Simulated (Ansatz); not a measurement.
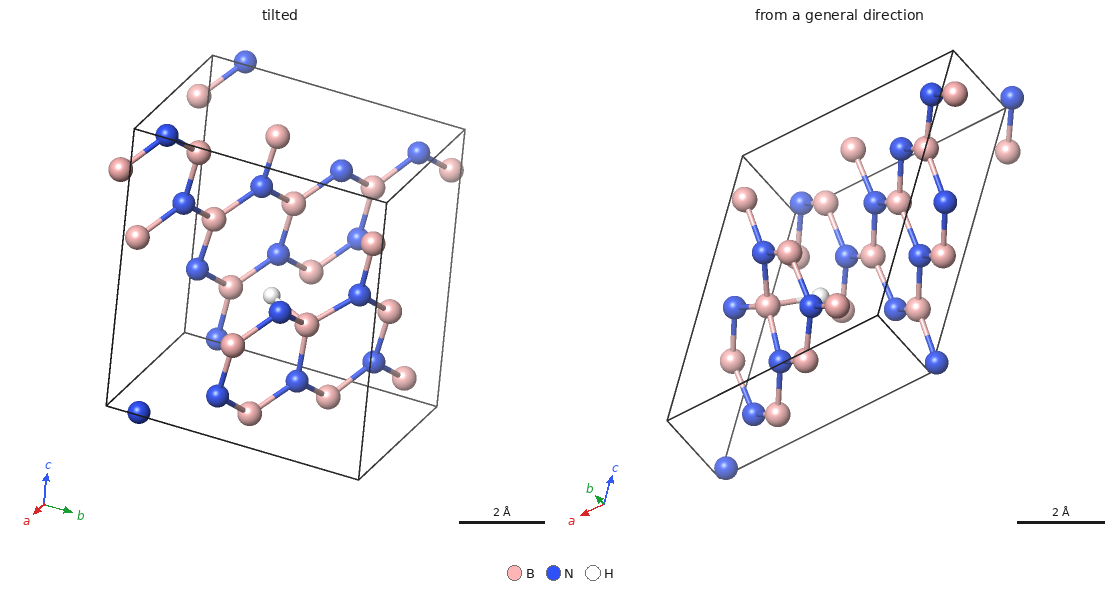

Shown here is a ball-and-stick view of the crystal, taken slightly off an axis and from a general direction. The edges of the supercell are marked. The host is BN, in a cell of 24 sites, and the cell is neutral.

Q: What defect is present?

A: An interstitial hydrogen atom. It is bonded to one B at about 1.3 Å.

Setup: DFT PBE+D3(BJ), scalar-relativistic, plane waves, PAW (Ansatz 0.2.0); plane waves up to 420 eV, a 2×2×2 mesh of k-points, Gaussian smearing of 0.01 eV, collinear spins.

Q: Is the defect spin-polarised?

A: Yes, 1.0 μB in the cell.

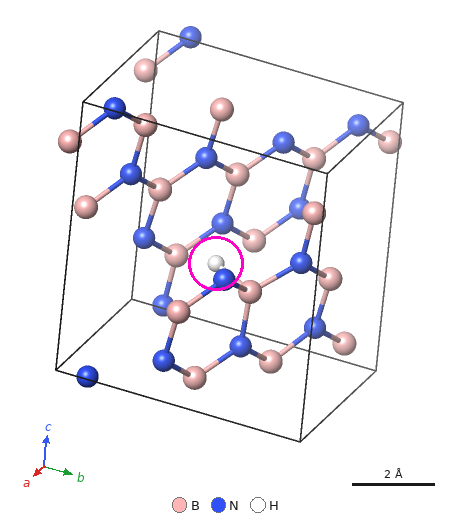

The same cell with a ring at the defect's site.

The atoms were relaxed in the host's cell with DFT PBE+D3(BJ), scalar-relativistic, plane waves, PAW in Ansatz 0.2.0.
